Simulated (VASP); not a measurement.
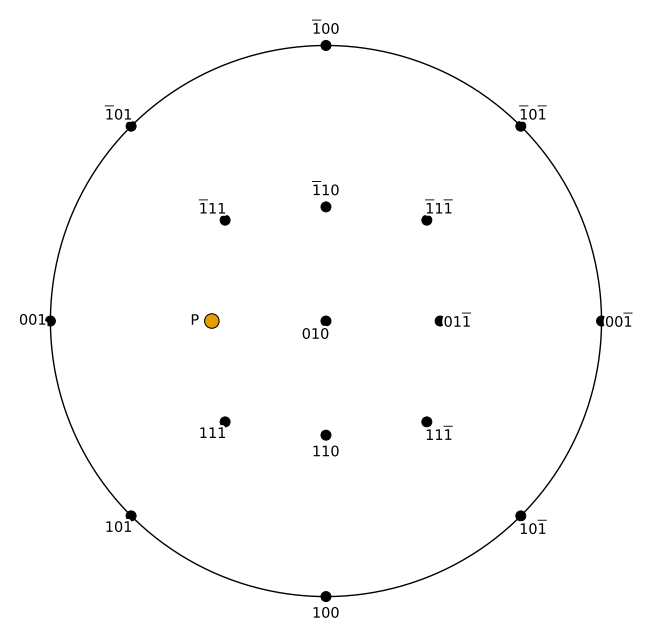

For InAs, the end point of a relaxation with VASP, VASP Kohn-Sham DFT of a periodic cell, BLYP with D3(BJ), VASP PAW PBE potentials, recommended: stereographic projection of plane normals (upper hemisphere) centred on (0 1 0). Geometry calculated from the standardised cell; symmetry tolerance 0.002 Å.

a = 6.128 Å, b = 6.128 Å, c = 6.128 Å, α = 90.00°, β = 90.00°, γ = 90.00°.

Question: Index the pole marked P.

Answer: P is (0 1 1), 45.0° from the centre.

Question: What is the angle between the normals of (−1 0 1) and (0 1 0), and what are their d_hkl = 1/|g|?

Answer: 90.0°; d = 4.333 Å and 6.128 Å.
